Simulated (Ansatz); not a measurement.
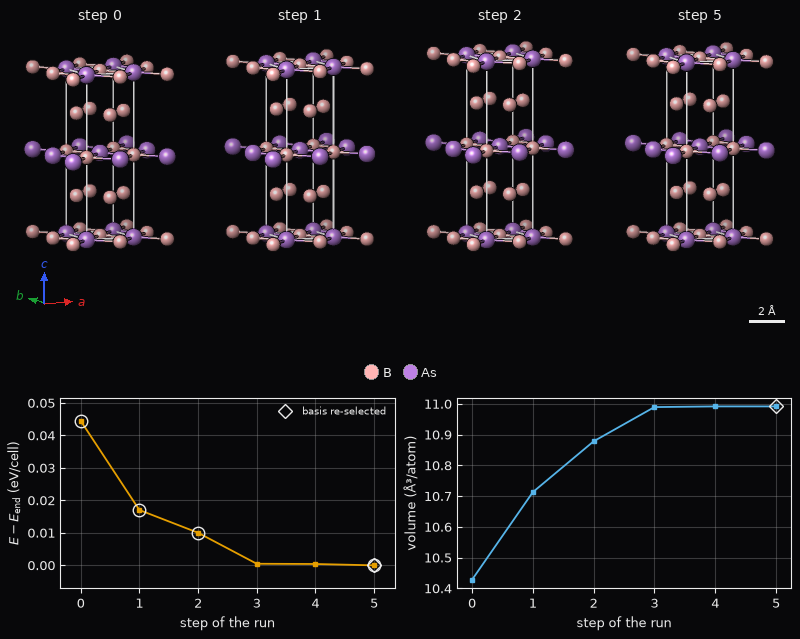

Frames of a relaxation of solid B$_{3}$As (built on the TiAl3 (D0_22)_139 type), marked on the history of the run. A ball-and-stick model of the conventional cell (2 times the calculation's cell), seen slightly off an axis. Lengths and directions refer to the drawn axes.

Case: TiAl3 (D0_22) type (I4/mmm, No. 139).

Level of theory: DFT r2SCAN, scalar-relativistic, plane waves, PAW (Ansatz). Set-up: plane-wave cutoff 500 eV; k-point mesh 22 × 22 × 22; occupations gaussian; smearing width 0.1 eV; no spin polarisation; cell and atoms relaxed; force threshold 0.01 eV/Å; at most 80 steps.

> What happens along the run?

No atom moves by more than 0.005 Å relative to the cell. The drawn cell changes as follows: a = b 2.950 → 2.921 Å (−1.0 %), c 9.584 → 10.308 Å (+7.6 %); the volume changes by +5.4 %. Among the contacts that change: As–B 2.086 → 2.065 Å. The space group stays I4/mmm (No. 139). Over 4 accepted moves (5 points after the start) the energy falls by 44.5 meV per cell of the calculation. All forces vanish by symmetry, so only the cell relaxes. The pressure goes from 0.21 to 0.02 GPa. At 1 point the geometry stayed and the basis and grid were re-selected for the new cell (energy shift of 0.4 meV per cell of the calculation at most each time). From step 0 to 1: volume +2.7 %, energy −27.5 meV per cell of the calculation. From step 1 to 2: volume +1.5 %, energy −7.0 meV per cell of the calculation. From step 2 to 5: volume +1.0 %, energy −10.0 meV per cell of the calculation.

| step | E − E(0), meV/atom | pressure, GPa | volume, Å³/atom | note |
| --- | --- | --- | --- | --- |
| 0 | 0.00 | 0.21 | 10.428 |  |
| 1 | -6.86 | -0.70 | 10.713 |  |
| 2 | -8.61 | 2.82 | 10.878 |  |
| 3 | -11.00 | -0.19 | 10.990 |  |
| 4 | -11.02 | 0.02 | 10.992 |  |
| 5 | -11.12 | 0.02 | 10.992 | same geometry, new basis |
